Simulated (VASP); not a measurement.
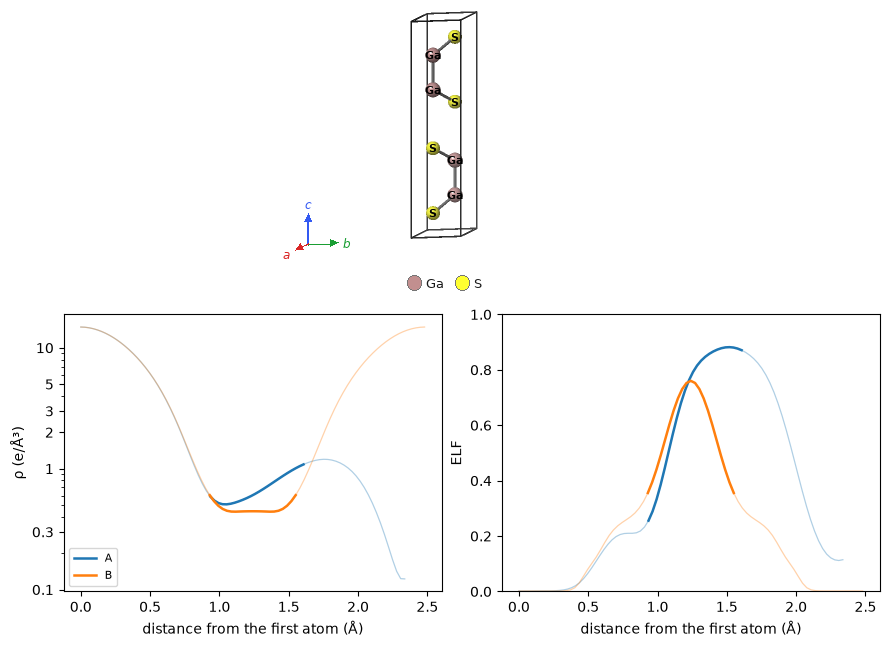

Figure 1: GaS. Valence charge density (pseudo) and electron localisation function along straight lines between neighbouring atoms. Thin, pale parts lie inside the atomic spheres. The structure is drawn too.

Space group P6₃/mmc; computed pressure about −3 GPa in this cell.

Level of theory: Kohn-Sham DFT of a periodic cell, LDA, VASP PAW LDA potentials, gw, light (VASP).

The density is the valence pseudo-density of a PAW calculation; it isn't the true density close to the nuclei.

```xyz
8
Lattice="3.5850 0.0000 0.0000 -1.7925 3.1047 0.0000 0.0000 0.0000 15.5000" Properties=species:S:1:pos:R:3 pbc="T T T"
Ga    1.7925    1.0349   12.8650
Ga    0.0000    2.0698    5.1150
Ga    1.7925    1.0349   10.3850
Ga    0.0000    2.0698    2.6350
S     1.7925    1.0349    6.2000
S     0.0000    2.0698   13.9500
S     1.7925    1.0349    1.5500
S     0.0000    2.0698    9.3000
```

Which curve belongs to which contact (Ga–Ga and Ga–S)? The first atom named is at distance zero.

Curve A: Ga–S (2.34 Å): ρ is about 0.55 e/Å³ halfway; the ELF peaks at about 0.90 in the valence shell of S, 0.8 Å from its nucleus, and is about 0.70 at the midpoint. Curve B: Ga–Ga (2.48 Å): ρ at the midpoint is about 0.44 e/Å³; the ELF peaks at about 0.75 between the atoms, as expected for localised, covalent bonding.
